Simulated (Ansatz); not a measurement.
# Single-point calculation, with input and output: Au

System: Au (P2₁/m, 2 atoms in the cell).
Method: DFT PBEsol, scalar-relativistic, plane waves, PAW, no spin polarisation (Ansatz 0.2.0).

The structure derives from a Materials Project entry. It belongs to a series of runs on one base structure; here: atom 1 (Au) moved by (-0.150, +0.150) A along x and y. Figures and captions count atoms from 1; the log counts them from 0 in places.

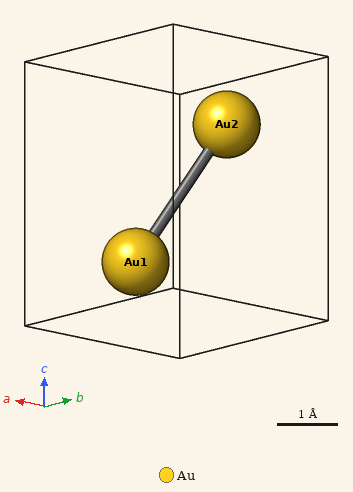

Fig. 1: The input geometry (ball-and-stick view of the cell of the calculation, seen at an oblique angle; atoms are numbered from 1 in the order of the input). Near neighbours in the crystal (not all of them lie inside the picture): Au has 12 Au at 2.82 to 3.07 Å.

Results in brief

| quantity | value |
| --- | --- |
| outcome | converged |
| space group (tolerance 0.01 Å) | P2₁/m (11) |
| electrons treated | 38 |
| free energy | −26014.1543 eV |
| Fermi energy | 19.453 eV |
| gap on the k-point mesh | none (metallic) |
| pressure | −5.12 GPa |
| largest force (length of the vector) | 0.050 eV/Å |
| hardware | 1 thread of Oxide Virtual Turin-like (Zen 5), 32 GiB of memory available, shared host |
| wall time | 36 s |
| peak memory | 0.93 GiB |

Notes

Spin–orbit coupling is left out, which matters for Au. The cell is under a tension of 5.1 GPa at this level, so it is not at its equilibrium volume.

The input
```yaml
crystal:
  lattice:
    - [1.411309965, -2.555933025, 0.0]
    - [1.411309965, 2.555933025, 0.0]
    - [0.0, 0.0, 4.89316961]
  atoms:
    - { symbol: Au, position: [0.5828423606, 0.3108734044, 0.25] }
    - { symbol: Au, position: [0.33467203, 0.66532797, 0.75] }
basis:
  ecutwfc: 420
kpoints:
  mp_grid: { grid: [20, 20, 10] }
hamiltonian:
  xc: pbesol
scf:
  occupations: { method: gaussian, width: 0.15 }
output:
  forces: true
  stress: true
  eigenvalues: true
  write_density: true
  write_potential: true
  elf: true
  volumetric_format: npy
```

Run as:
```bash
ansatz run input.yaml --threads 1 --pin off --max-ram 2560MiB --backend cpu --events-out ev --progress --plain --runs-dir out
```

Output
```
Engine: ansatz 0.2.0, x86_64-unknown-linux-gnu
Pseudopotentials: kind: paw
Pseudopotential: Au, paw, valence charge 19, recommended cutoff 420 eV (normal), Au.paw.azcp
Functional definition: PBEsol
  exchange = pbesol_x
  correlation = pbesol_c
Crystal: 2 atoms, lattice volume = 35.301 Å³
Basis set: ecut = 420 eV, 693 PW (Γ), exchange–correlation on 40×40×72 points (8 copies of the dense FFT grid, shifted against one another)
Bands: 23, of which v1, the nominal top of the filled ones, is band 19 counted from 1 (18 counted from 0)
Symmetry: 4 space group operations
Space group: P21/m (ITA 11), of the structure as read, at distance tolerance 3.3e-5 Å
k-points: 1212 of 4000
Non-local potential: Au, projectors of the file, l = 0: 3, l = 1: 2, l = 2: 2, l = 3: 1
PAW form: soft (Blöchl's): semilocal exchange-correlation on the pseudo side does not see the compensation charge
PAW frozen core: Au, regenerated for the run's functional, and the local potential with it (the file was generated under x = pbe(κ = 0.804, μ = 0.2195149727645171), c = pbe(β = 0.06672455060314922))
PAW one-centre angular grid: Au, 590 points (default); XC on 64 Gauss nodes
Initial density: superposition of atomic densities (neutral atoms: chi_scale 0, normalization atom), corrected by the library's trained network
Initial wavefunctions: pseudopotential atomic-orbital guess
Functional: x = pbesol(κ = 0.804, μ = 0.12345679012345678), c = pbesol(β = 0.046)
SCF iter   1: F=—  HF=-26014.157645 eV  |F-HF|=—  |Δ(HF+E_count)|=         —  Δρ=6.71e-3  dr2=1.48e-2  ethr=1.77e-3  ⟨swp⟩=4.3  Hψ=102087  notcnv=0
preconditioner: auto → Kerker (q_TF=auto, 2.762 Å⁻¹)  [metal: Δε(μ)=0.003 eV  Ē_g=10.669 eV  σ=0.150 eV  W_gap=0.01  n_scr=10 (ndim 8)  ℏωp=29.3 eV  f_vac=0.000  D(μ)=0.71/eV (n_scr^D=2)]
SCF iter   2: F=—  HF=-26014.154963 eV  |F-HF|=—  |Δ(HF+E_count)|=   2.68e-3  Δρ=2.90e-3  dr2=2.48e-3  ethr=3.90e-5  ⟨swp⟩=2.0  Hψ=50878  notcnv=0
SCF iter   3: F=—  HF=-26014.154292 eV  |F-HF|=—  |Δ(HF+E_count)|=   6.71e-4  Δρ=6.73e-4  dr2=7.92e-5  ethr=6.51e-6  ⟨swp⟩=2.0  Hψ=37707  notcnv=0
SCF iter   4: F=—  HF=-26014.154309 eV  |F-HF|=—  |Δ(HF+E_count)|=   1.64e-5  Δρ=1.13e-4  dr2=2.15e-6  ethr=2.08e-7  ⟨swp⟩=2.3  Hψ=45780  notcnv=0
SCF iter   5: F=—  HF=-26014.154309 eV  |F-HF|=—  |Δ(HF+E_count)|=   5.17e-7  Δρ=2.37e-5  dr2=2.24e-7  ethr=5.67e-9  ⟨swp⟩=2.6  Hψ=50675  notcnv=0
SCF iter   6: F=-26014.154309 eV  HF=-26014.154309 eV  |F-HF|=3.78e-10  |Δ(HF+E_count)|=   2.04e-8  Δρ=4.41e-6  dr2=6.41e-9  ethr=2.63e-10  ⟨swp⟩=7.7  Hψ=157860  notcnv=0
SCF 1 converged in 6 iterations: F = -26014.154309 eV  dr2 = 6.41e-9
  greatest PAW one-centre occupation: 1.001 electrons in one spin orbital (limit 2), on the Au atom at site 1 (counted from 0), in its partial waves of l = 0
SCF converged after 6 iterations
Free energy (F): -26014.154309 eV
Harris-Foulkes:  -26014.154309 eV  (|F-HF|=3.78e-10)
Internal energy: -26014.146474 eV  (E = F + TS)
E sigma→0 (E₀):  -26014.150392 eV
Entropy (-TS):   -0.007836 eV (-3.918 meV/atom)
Fermi energy:    19.453080 eV
--- Per-component energies (eV) ---
  E_band       = -451.698683
  E_kinetic    = 1207.937171
  E_local      = -3520.850921  (includes V_loc(G=0)·N_el)
  E_nonlocal   = 155.374554
  E_hartree    = 1490.675452
  E_xc         = -452.444564
  E_vxc        = -548.249873  (∫ρ·V_xc dr)
  E_paw        = -19131.444980  (= ΣΔE_a)
  E_vpaw       = -727.263198  (= ΣTr[D̂ρ^β])
  E_aug_tail   = 0.002800  (compensation charges beyond the density's cutoff)
  E_ewald      = -5764.014944
  E_core_change = 0.618958  (= ΣΔE_core)
  E_smearing   = -0.007836  (= −TS)
  E_closure    = 0.000000  (closes the sum)
  Σ components = -26014.154309   (vs F -26014.154309, Δ=0.00e0)
--- Forces (eV/Å), atoms counted from 1 ---
  atom   1  Au     0.00910160    -0.04935726    -0.00000000
  atom   2  Au    -0.00910160     0.04935726     0.00000000
  max |Σ_I F_I| component: 0.00e0 eV/Å
--- Stress (GPa, compression-positive) ---
       -4.073222       0.210538      -0.000000
        0.210538      -5.666985       0.000000
       -0.000000       0.000000      -5.627706
  P = ⅓ Tr σ = -5.1226 GPa (-51.226 kbar)
--- Band table (eV; the first three rows and the last of 1212) ---
  k-point 0: bands = ["-85.8806", "-85.8724", "-37.3570", "-37.2228", "-37.1986", "-37.1909", "-37.1858", "-37.1846", "9.9250", "12.3478", "14.5883", "14.7618", "15.2860", "15.4364", "15.6183", "15.7495", "16.5073", "17.0662", "17.6186", "18.3667", "21.9040", "33.7058", "34.8782"]
  k-point 1: bands = ["-85.8804", "-85.8726", "-37.3529", "-37.2220", "-37.1987", "-37.1914", "-37.1885", "-37.1863", "10.0041", "12.3404", "14.5794", "14.7563", "15.2608", "15.4138", "15.5945", "15.8084", "16.5479", "17.0753", "17.5791", "17.8277", "22.6000", "33.6056", "34.9061"]
  k-point 2: bands = ["-85.8798", "-85.8732", "-37.3408", "-37.2196", "-37.2034", "-37.1953", "-37.1931", "-37.1878", "10.2361", "12.3041", "14.5588", "14.7499", "15.1909", "15.3653", "15.5322", "15.9670", "16.6219", "16.8556", "17.0931", "17.4642", "24.0813", "33.3326", "34.8006"]
  k-point 1211: bands = ["-85.8699", "-85.8699", "-37.3729", "-37.3729", "-37.2382", "-37.2382", "-37.2255", "-37.2255", "12.6393", "12.6393", "13.6574", "13.6574", "16.3782", "16.3782", "17.4602", "17.4602", "17.7287", "17.7287", "19.4641", "19.4641", "23.0973", "23.0973", "31.7091"]
```

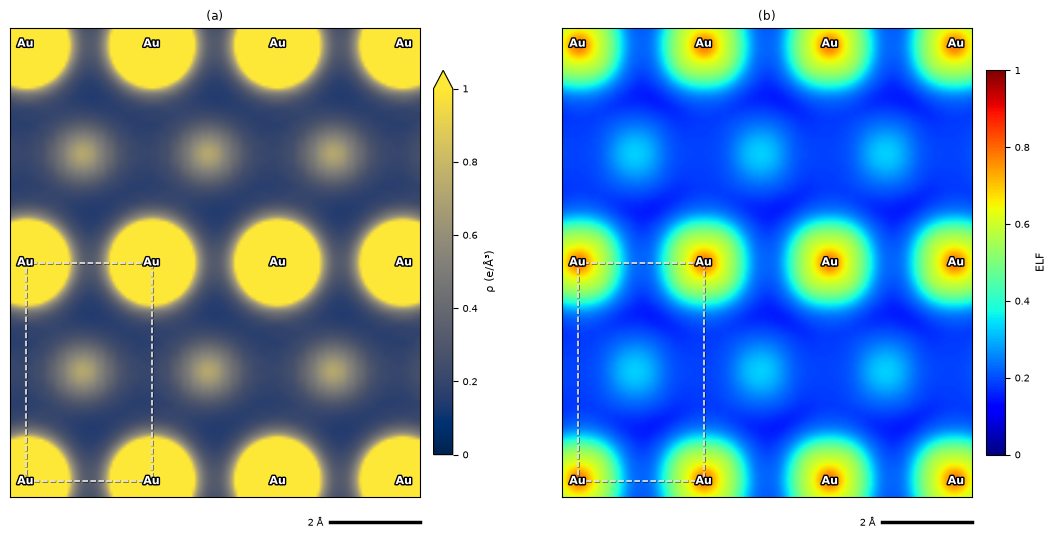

Fig. 2: (a) valence electron density; (b) ELF on the (001) plane of the conventional cell. Au–Au (2.82 Å): ρ is about 0.32 e/Å³ halfway; the ELF is about 0.25 at the midpoint; no shared electron pair. Away from the nuclei the density in this plane falls to 0.15 e/Å³ at its lowest. The strong features right at Au lie inside the PAW spheres (semicore, d or f shells) and say nothing about bonding. In a PAW calculation such maps are meaningful between the atoms, not at the nuclei.
